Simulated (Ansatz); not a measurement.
**TiPbO3: geometry relaxation (part 1 of 3)**

TiPbO3 (P4mm, 10 atoms in the cell), computed with DFT with r2SCAN, PAW plane waves, Ueff = 4.46 eV on Ti d, spin-polarised (Ansatz 0.2.0).

The structure derives from an entry of the Crystallography Open Database. Figures and captions count atoms from 1; the log counts them from 0 in places.

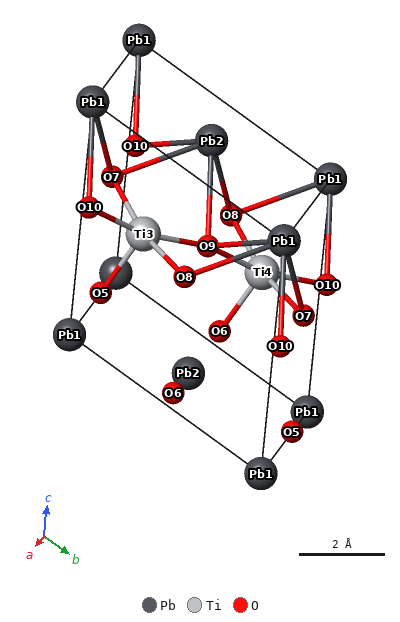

Figure 1. The structure as given in the input (ball-and-stick view of the reduced cell, seen slightly off an axis; atoms are numbered from 1 in the order of the input).

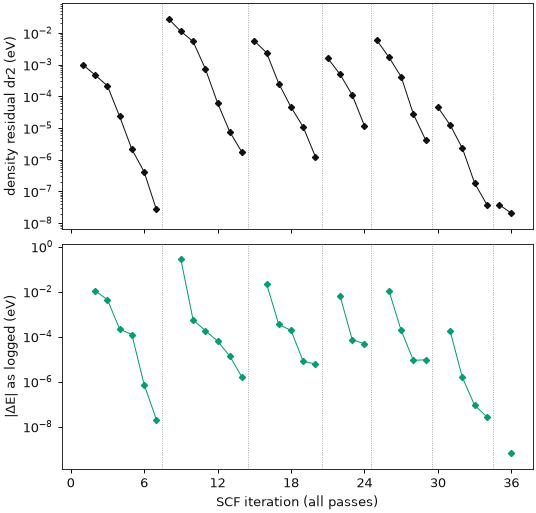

Figure 2. Convergence of the self-consistent field: density residual dr2 and size of the energy change against the SCF iteration. Dotted lines part the SCF passes that the log prints in full.

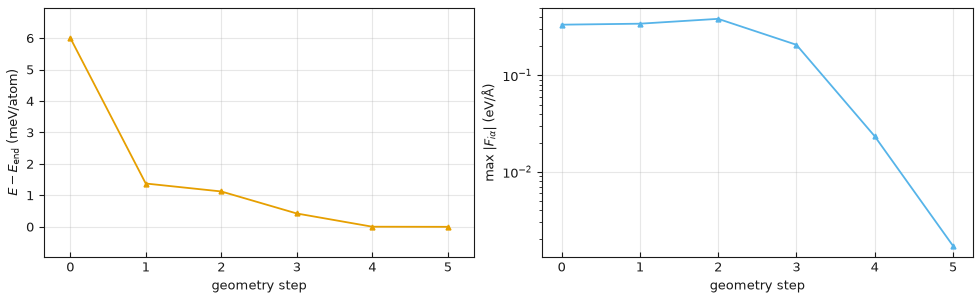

Figure 3. Progress of the relaxation, step by step (the first geometry is step 0 here and step 1 in the log).

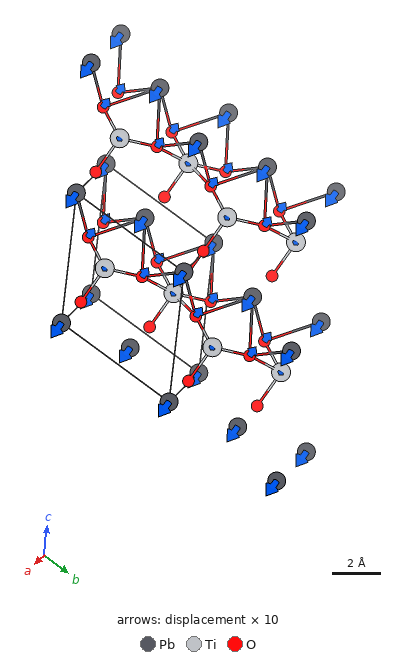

Figure 4. The starting structure with the displacements as blue arrows, magnified 10 times (ball-and-stick view of the reduced cell, repeated 1 × 2 × 2, seen slightly off an axis). The energy falls by 6.0 meV per atom in 5 geometry steps. Largest force component: 0.34 eV/Å at the start, 0.0017 eV/Å at the end. The largest moves, 0.084 Å, are those of Pb1 and Pb2. Largest moves by element: Pb 0.084 Å, O 0.051 Å, Ti 0.017 Å. The lattice vectors keep their values. Distances before and after: Pb1–O10 2.609 → 2.522 Å, Ti3–O5 1.814 → 1.798 Å, Ti3–O6 2.268 → 2.283 Å, Ti3–O10 1.985 → 1.994 Å. Among the angles that change: O7–Pb1–O8 98.3° → 103.0°, Pb1–O7–Pb2 98.3° → 103.0°, Ti3–O7–Ti4 167.3° → 163.4°. The space group stays P4mm (No. 99). (Atoms are counted from 1 in the order of the input.)

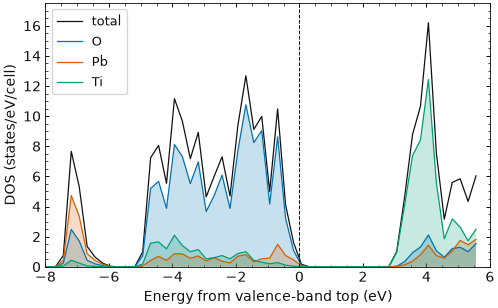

Figure 5. Density of states (projected on Löwdin-orthogonalised atomic shells), with energies from the valence-band top. There is a gap of 2.92 eV on the k-point mesh.

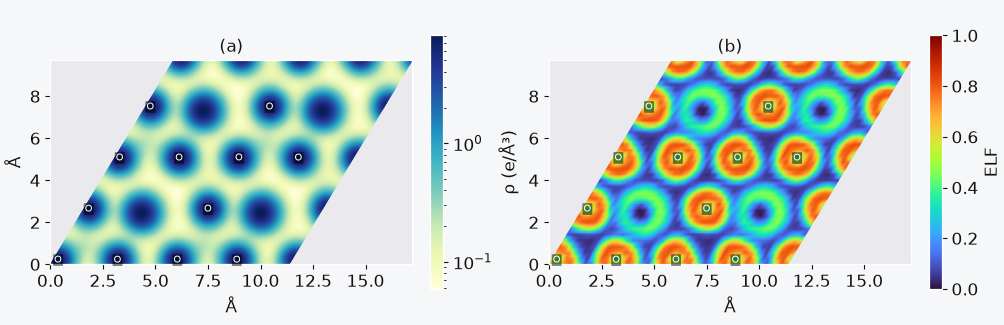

Figure 6. (a) valence pseudo-density; (b) electron localisation function on the plane of lattice vectors 2 and 3 of the input at fractional height 0.458 along vector 1, 2 × 2 cells, interpolated from points about 0.3 Å apart. The plane passes within 0.2 Å of O sites. The density in this plane falls to 0.061 e/Å³ at its lowest. The fields are smooth PAW fields, not the true ones close to the nuclei.

The input and output of the run follow.

**The input**
```yaml
crystal:
  lattice:
    - [3.94675827, 3.94675827, 0.0]
    - [0.0, 3.94675827, 4.08159757]
    - [3.94675827, 0.0, 4.08159757]
  atoms:
    - { symbol: Pb, position: [0.0, 0.0, 0.0] }
    - { symbol: Pb, position: [0.5, 0.5, 0.5] }
    - { symbol: Ti, position: [0.2358, 0.2642, 0.2642] }
    - { symbol: Ti, position: [0.7358, 0.7642, 0.7642] }
    - { symbol: O, position: [0.458, 0.042, 0.042] }
    - { symbol: O, position: [0.958, 0.542, 0.542] }
    - { symbol: O, position: [0.459, 0.541, 0.041] }
    - { symbol: O, position: [0.959, 0.041, 0.541] }
    - { symbol: O, position: [0.459, 0.041, 0.541] }
    - { symbol: O, position: [0.959, 0.541, 0.041] }
kpoints:
  mp_grid: { grid: [5, 5, 5], shift: [0, 0, 0] }
magnetization:
  spin_polarized: true
scf:
  occupations: { method: gaussian, width: 0.1745 }
  lower_state_search: "off"
hamiltonian:
  pseudopotentials: { kind: paw }
  xc: r2scan
  hubbard:
    projectors: all-electron-ortho-atomic
    sites: [{ species: Ti, l: d, u_eff: 4.46 }]
basis:
  ecutwfc: 500
  fft_grid_basis: typed
relax:
  max_steps: 60
output:
  forces: true
  stress: true
  eigenvalues: true
  bader: true
  populations: true
  elf: true
  write_potential: true
  volumetric_format: npy
  dos:
    e_range: [-12, 8]
    de: 0.05
    projected: { site_lists: { O: [O], Pb: [Pb], Ti: [Ti] } }
checkpoint:
  read: saved_state
```

Launch command:
```bash
ansatz run input.yaml --threads 2 --pin off --max-ram 4096MiB --backend cpu --events-out ev --progress --plain --runs-dir out
```

**What the program printed**
```
Warning: output.stress: scf.convergence.dr2_threshold = 1e-7 eV (the SCF's general default) is looser than the 1e-9 eV advised for a printed stress (1e-10 eV for each atom of the cell: 10). What an SCF threshold leaves in a stress goes as its square root, and in the free energy as the threshold itself, and one threshold admits the most on a small cell: of the crystals measured, under no hybrid functional and no lock of the moments, on runs that ended without the residual-converged pass, on stresses that held no estimate of that error, the worst erred by over 100 MPa in a component at 1e-7 eV an atom and by under 5 at 1e-10. Every solve of this run answers to scf.convergence.dr2_threshold, and the tensor of one is reported: a single SCF on the reported geometry and on this run's grids (its basis.xc_grid and basis.ecutrho_ratio typed), with scf.convergence.dr2_threshold at 1e-9 eV or tighter, prints it and tightens no other solve. Else set scf.convergence.dr2_threshold to 1e-9 eV or tighter. The threshold is an SCF's pass mark: one that does not reach it within its budget of iterations ends unconverged, or closes short of it on a stop that the run arms, and scf.convergence.dr2_threshold's page says what that costs each kind of run
Pb: projections on atomic orbitals take those of the free atom [Xe 4f14] 5d10 6s2 6p2, of charge +0.00 (hamiltonian.pseudopotentials.projection_atoms); the dataset's partial waves leave at most 2.1e-5 of an orbital's norm unspanned inside its sphere
Ti: projections on atomic orbitals take those of the free atom [Ne] 3s2 3p6 3d2 4s2, of charge +0.00 (hamiltonian.pseudopotentials.projection_atoms); the dataset's partial waves leave at most 4.1e-7 of an orbital's norm unspanned inside its sphere
O: projections on atomic orbitals take those of the free atom [He] 2s2 2p4, of charge +0.00 (hamiltonian.pseudopotentials.projection_atoms); the dataset's partial waves leave at most 1.9e-8 of an orbital's norm unspanned inside its sphere
band count auto-derived: 56 (N_el = 88.0; filled up to band 44; 54 by the electrons, moments and atoms)
Engine: ansatz 0.2.0, aarch64-unknown-linux-gnu
Pseudopotentials: kind: paw
Pseudopotential: Pb, paw, valence charge 14, recommended cutoff 500 eV (meta_gga), Pb.paw.azcp
Pseudopotential: Ti, paw, valence charge 12, recommended cutoff 500 eV (meta_gga), Ti.paw.azcp
Pseudopotential: O, paw, valence charge 6, recommended cutoff 500 eV (meta_gga), O.paw.azcp
Functional definition: r2SCAN
  parameter k0 = 0.174
  parameter k1 = 0.065
  parameter a1 = 4.9479
  exchange = r2scan_x(k0 = k0, k1 = k1, a1 = a1)
  correlation = r2scan_c
Crystal: 10 atoms, lattice volume = 127.157 Å³
Basis set: ecut = 500 eV, 3231 PW (Γ), exchange–correlation on 180×180×180 points (64 copies of the dense FFT grid, shifted against one another)
Bands: 56, of which v1, the nominal top of the filled ones, is band 44 counted from 1 (43 counted from 0)
Symmetry: 16 space group operations
Space group: P4mm (ITA 99), of the structure as read, at distance tolerance 5.0e-5 Å
k-points: 18 of 125 (time reversal used)
Non-local potential: Pb, projectors of the file, l = 0: 2, l = 1: 2, l = 2: 2, l = 3: 2
Non-local potential: Ti, projectors of the file, l = 0: 3, l = 1: 2, l = 2: 3, l = 3: 1
Non-local potential: O, projectors of the file, l = 0: 2, l = 1: 2, l = 2: 1
PAW form: soft (Blöchl's): semilocal exchange-correlation on the pseudo side does not see the compensation charge
PAW frozen core: Pb, regenerated for the run's functional (the file was generated under x = pbe(κ = 0.804, μ = 0.2195149727645171), c = pbe(β = 0.06672455060314922))
PAW frozen core: Ti, regenerated for the run's functional (the file was generated under x = pbe(κ = 0.804, μ = 0.2195149727645171), c = pbe(β = 0.06672455060314922))
PAW frozen core: O, regenerated for the run's functional (the file was generated under x = pbe(κ = 0.804, μ = 0.2195149727645171), c = pbe(β = 0.06672455060314922))
PAW one-centre angular grid: Pb, 590 points (default); XC on 160 Gauss nodes
PAW one-centre angular grid: Ti, 590 points (default); XC on 160 Gauss nodes
PAW one-centre angular grid: O, 302 points (default); XC on 160 Gauss nodes
Initial density: read from a saved state, or passed on in memory by an earlier SCF of this step, an earlier step, the calling program or the single point that the run made first
Initial wavefunctions: pseudopotential atomic-orbital guess
Functional: x = r2scan, c = r2scan; τ floored in thin density (d = 2e-4 eV/Å³)
iter 1 solved again at ethr=1.14e-6 eV; its pass at ethr=3.10e-3 eV (dr2=1.00e-3 eV) is discarded
SCF iter   1: F=-32264.309739 eV  HF=-32264.295550 eV  |F-HF|=1.42e-2  |Δ(HF+E_count)|=         —  Δρ=1.57e-3 (↑1.57e-3 ↓1.57e-3)  dr2=1.00e-3  dr2_τ=2.28e-3  dr2_m=0.00e0  M=0.000 μB ∫|m|=0.000 μB  β_m=0.30  ethr=1.14e-6  ⟨swp⟩=2.5  Hψ=6357  notcnv=0
preconditioner: auto → Resta (q_TF=auto, 2.566 Å⁻¹)  ε∞=5.1  [insulator: Δε(μ)=3.009 eV  Ē_g=13.736 eV  σ=0.174 eV  W_gap=1.00  n_scr=26 (ndim 8)  ℏωp=27.9 eV  f_vac=0.000  D(μ)=0.00/eV (n_scr^D=0)  ε∞_Penn≈5.1]
spin=Collinear: Resta preconditioning applied to the charge; magnetization (m = ρ↑ − ρ↓) channel mixes plain (no charge-response kernel on spin).
SCF iter   2: F=-32264.310774 eV  HF=-32264.306387 eV  |F-HF|=4.39e-3  |Δ(HF+E_count)|=   1.08e-2  Δρ=1.14e-3 (↑1.14e-3 ↓1.14e-3)  dr2=4.69e-4  dr2_τ=3.19e-4  dr2_m=0.00e0  M=0.000 μB ∫|m|=0.000 μB  β_m=0.57  ethr=1.14e-6  ⟨swp⟩=2.0  Hψ=1872  notcnv=0
SCF iter   3: F=-32264.310858 eV  HF=-32264.310778 eV  |F-HF|=8.09e-5  |Δ(HF+E_count)|=   4.39e-3  Δρ=3.15e-4 (↑3.15e-4 ↓3.15e-4)  dr2=2.16e-4  dr2_τ=2.43e-5  dr2_m=0.00e0  M=0.000 μB ∫|m|=0.000 μB  β_m=0.50  ethr=5.33e-7  ⟨swp⟩=2.0  Hψ=1872  notcnv=0
SCF iter   4: F=-32264.310982 eV  HF=-32264.310993 eV  |F-HF|=1.06e-5  |Δ(HF+E_count)|=   2.15e-4  Δρ=6.98e-5 (↑6.98e-5 ↓6.98e-5)  dr2=2.32e-5  dr2_τ=7.95e-7  dr2_m=0.00e0  M=0.000 μB ∫|m|=0.000 μB  β_m=0.58  ethr=2.46e-7  ⟨swp⟩=2.8  Hψ=1910  notcnv=0
SCF iter   5: F=-32264.311116 eV  HF=-32264.311116 eV  |F-HF|=2.87e-7  |Δ(HF+E_count)|=   1.23e-4  Δρ=2.36e-5 (↑2.36e-5 ↓2.36e-5)  dr2=2.13e-6  dr2_τ=6.01e-8  dr2_m=0.00e0  M=0.000 μB ∫|m|=0.000 μB  β_m=0.79  ethr=2.63e-8  ⟨swp⟩=2.2  Hψ=1190  notcnv=0
SCF iter   6: F=-32264.311117 eV  HF=-32264.311117 eV  |F-HF|=2.49e-7  |Δ(HF+E_count)|=   7.35e-7  Δρ=9.60e-6 (↑9.60e-6 ↓9.60e-6)  dr2=4.16e-7  dr2_τ=1.39e-8  dr2_m=0.00e0  M=0.000 μB ∫|m|=0.000 μB  β_m=0.73  ethr=2.43e-9  ⟨swp⟩=2.2  Hψ=1455  notcnv=0
SCF iter   7: F=-32264.311117 eV  HF=-32264.311117 eV  |F-HF|=2.31e-9  |Δ(HF+E_count)|=   2.05e-8  Δρ=2.49e-6 (↑2.49e-6 ↓2.49e-6)  dr2=2.70e-8  dr2_τ=8.25e-10  dr2_m=0.00e0  M=0.000 μB ∫|m|=0.000 μB  ethr=1.14e-10  ⟨swp⟩=9.8  Hψ=6189  notcnv=0
SCF 1 converged in 7 iterations: F = -32264.311117 eV  dr2 = 2.70e-8
  greatest PAW one-centre occupation: 1.000 electrons in one spin orbital (limit 2), on the Ti atom at site 3 (counted from 0), in its partial waves of l = 0
relax step   1: F+E_penalty+E_count = -32264.31111713 eV  Δ(F+E_penalty+E_count) = +0.000e0 eV  max|allowed force component| = 3.361e-1 eV/Å  Δτ_max = 0.0000 Å  (7 SCF iters, accepted)
Initial density: handed on by an earlier stage of this run
Initial wavefunctions: those handed on with the density
iter 1 solved again at ethr=3.11e-5 eV; its pass at ethr=3.10e-3 eV (dr2=2.74e-2 eV) is discarded
SCF iter   1: F=-32264.323602 eV  HF=-32264.084289 eV  |F-HF|=2.39e-1  |Δ(HF+E_count)|=         —  Δρ=2.16e-3 (↑2.16e-3 ↓2.16e-3)  dr2=2.78e-2  dr2_τ=1.10e-1  dr2_m=0.00e0  M=0.000 μB ∫|m|=0.000 μB  β_m=0.30  ethr=3.11e-5  ⟨swp⟩=1.5  Hψ=3664  notcnv=0  defer=70
preconditioner: auto → Resta (q_TF=auto, 2.566 Å⁻¹)  ε∞=5.1  [insulator: Δε(μ)=2.871 eV  Ē_g=13.757 eV  σ=0.174 eV  W_gap=1.00  n_scr=26 (ndim 8)  ℏωp=27.9 eV  f_vac=0.000  D(μ)=0.00/eV (n_scr^D=0)  ε∞_Penn≈5.1]
spin=Collinear: Resta preconditioning applied to the charge; magnetization (m = ρ↑ − ρ↓) channel mixes plain (no charge-response kernel on spin).
SCF iter   2: F=-32264.353674 eV  HF=-32264.358251 eV  |F-HF|=4.58e-3  |Δ(HF+E_count)|=   2.74e-1  Δρ=1.34e-3 (↑1.34e-3 ↓1.34e-3)  dr2=1.13e-2  dr2_τ=9.88e-5  dr2_m=0.00e0  M=0.000 μB ∫|m|=0.000 μB  β_m=0.40  ethr=3.11e-5  ⟨swp⟩=3.0  Hψ=1764  notcnv=0  defer=70
SCF iter   3: F=-32264.355810 eV  HF=-32264.357701 eV  |F-HF|=1.89e-3  |Δ(HF+E_count)|=   5.50e-4  Δρ=9.32e-4 (↑9.32e-4 ↓9.32e-4)  dr2=5.40e-3  dr2_τ=5.30e-5  dr2_m=0.00e0  M=0.000 μB ∫|m|=0.000 μB  β_m=0.63  ethr=1.28e-5  ⟨swp⟩=1.0  Hψ=1002  notcnv=0  defer=70
SCF iter   4: F=-32264.357076 eV  HF=-32264.357518 eV  |F-HF|=4.42e-4  |Δ(HF+E_count)|=   1.83e-4  Δρ=3.51e-4 (↑3.51e-4 ↓3.51e-4)  dr2=7.44e-4  dr2_τ=1.87e-5  dr2_m=0.00e0  M=0.000 μB ∫|m|=0.000 μB  β_m=0.61  ethr=6.14e-6  ⟨swp⟩=2.0  Hψ=1467  notcnv=0  defer=70
SCF iter   5: F=-32264.357451 eV  HF=-32264.357454 eV  |F-HF|=3.29e-6  |Δ(HF+E_count)|=   6.37e-5  Δρ=1.21e-4 (↑1.21e-4 ↓1.21e-4)  dr2=6.21e-5  dr2_τ=2.04e-6  dr2_m=0.00e0  M=0.000 μB ∫|m|=0.000 μB  β_m=0.68  ethr=8.45e-7  ⟨swp⟩=2.0  Hψ=1505  notcnv=0  defer=70
SCF iter   6: F=-32264.357467 eV  HF=-32264.357467 eV  |F-HF|=2.77e-7  |Δ(HF+E_count)|=   1.34e-5  Δρ=3.70e-5 (↑3.70e-5 ↓3.70e-5)  dr2=7.56e-6  dr2_τ=1.48e-7  dr2_m=0.00e0  M=0.000 μB ∫|m|=0.000 μB  β_m=0.75  ethr=7.06e-8  ⟨swp⟩=2.2  Hψ=1392  notcnv=0  defer=70
SCF iter   7: F=-32264.357468 eV  HF=-32264.357469 eV  |F-HF|=9.42e-7  |Δ(HF+E_count)|=   1.54e-6  Δρ=1.53e-5 (↑1.53e-5 ↓1.53e-5)  dr2=1.71e-6  dr2_τ=2.48e-8  dr2_m=0.00e0  M=0.000 μB ∫|m|=0.000 μB  ethr=8.02e-9  ⟨swp⟩=16.7  Hψ=8001  notcnv=0
SCF 2 converged in 7 iterations: F = -32264.357468 eV  dr2 = 1.71e-6
relax step   2: F+E_penalty+E_count = -32264.35746790 eV  Δ(F+E_penalty+E_count) = -4.635e-2 eV  max|allowed force component| = 3.441e-1 eV/Å  Δτ_max = 0.0707 Å  (7 SCF iters, dr2 threshold 7.06e-6 eV, accepted)
SCF iter   1: F=-32264.357093 eV  HF=-32264.337390 eV  |F-HF|=1.97e-2  |Δ(HF+E_count)|=         —  Δρ=1.57e-3 (↑1.57e-3 ↓1.57e-3)  dr2=5.63e-3  dr2_τ=4.79e-2  dr2_m=0.00e0  M=0.000 μB ∫|m|=0.000 μB  β_m=0.30  ethr=9.56e-5  ⟨swp⟩=3.2  Hψ=2408  notcnv=0  defer=79
preconditioner: auto → Resta (q_TF=auto, 2.566 Å⁻¹)  ε∞=5.2  [insulator: Δε(μ)=2.889 eV  Ē_g=13.700 eV  σ=0.174 eV  W_gap=1.00  n_scr=26 (ndim 8)  ℏωp=27.9 eV  f_vac=0.000  D(μ)=0.00/eV (n_scr^D=0)  ε∞_Penn≈5.2]
spin=Collinear: Resta preconditioning applied to the charge; magnetization (m = ρ↑ − ρ↓) channel mixes plain (no charge-response kernel on spin).
SCF iter   2: F=-32264.359479 eV  HF=-32264.359446 eV  |F-HF|=3.34e-5  |Δ(HF+E_count)|=   2.21e-2  Δρ=1.04e-3 (↑1.04e-3 ↓1.04e-3)  dr2=2.40e-3  dr2_τ=8.95e-5  dr2_m=0.00e0  M=0.000 μB ∫|m|=0.000 μB  β_m=0.54  ethr=6.40e-6  ⟨swp⟩=2.0  Hψ=1962  notcnv=0  defer=79
SCF iter   3: F=-32264.359945 eV  HF=-32264.359793 eV  |F-HF|=1.52e-4  |Δ(HF+E_count)|=   3.47e-4  Δρ=3.36e-4 (↑3.36e-4 ↓3.36e-4)  dr2=2.55e-4  dr2_τ=1.55e-5  dr2_m=0.00e0  M=0.000 μB ∫|m|=0.000 μB  β_m=0.61  ethr=2.72e-6  ⟨swp⟩=2.2  Hψ=1639  notcnv=0  defer=79
SCF iter   4: F=-32264.359977 eV  HF=-32264.359981 eV  |F-HF|=3.46e-6  |Δ(HF+E_count)|=   1.88e-4  Δρ=1.15e-4 (↑1.15e-4 ↓1.15e-4)  dr2=4.59e-5  dr2_τ=1.83e-6  dr2_m=0.00e0  M=0.000 μB ∫|m|=0.000 μB  β_m=0.62  ethr=2.90e-7  ⟨swp⟩=2.0  Hψ=1682  notcnv=0  defer=79
SCF iter   5: F=-32264.359991 eV  HF=-32264.359989 eV  |F-HF|=2.75e-6  |Δ(HF+E_count)|=   7.84e-6  Δρ=5.80e-5 (↑5.80e-5 ↓5.80e-5)  dr2=1.07e-5  dr2_τ=3.16e-7  dr2_m=0.00e0  M=0.000 μB ∫|m|=0.000 μB  β_m=0.74  ethr=5.21e-8  ⟨swp⟩=2.0  Hψ=1497  notcnv=0  defer=79
SCF iter   6: F=-32264.359995 eV  HF=-32264.359995 eV  |F-HF|=1.78e-7  |Δ(HF+E_count)|=   6.09e-6  Δρ=1.93e-5 (↑1.93e-5 ↓1.93e-5)  dr2=1.23e-6  dr2_τ=5.83e-8  dr2_m=0.00e0  M=0.000 μB ∫|m|=0.000 μB  ethr=8.41e-9  ⟨swp⟩=16.8  Hψ=8090  notcnv=0
SCF 3 converged in 6 iterations: F = -32264.359995 eV  dr2 = 1.23e-6
  Residual-converged pass: ⟨swp⟩=1.0  Hψ=1080  notcnv=0  max |occ|·‖R‖ = 7.0e-9 eV (tolerance 1.0e-8 eV)  dr2=1.23e-6  dr2_τ=5.83e-8  dr2_m=0.00e0  dr2_onsite=1.03e-7  max |Δocc| = 1.9e-40
relax step   3: F+E_penalty+E_count = -32264.35999457 eV  Δ(F+E_penalty+E_count) = -2.527e-3 eV  max|allowed force component| = 3.863e-1 eV/Å  Δτ_max = 0.0244 Å  (6 SCF iters, dr2 threshold 7.40e-6 eV, accepted)
```
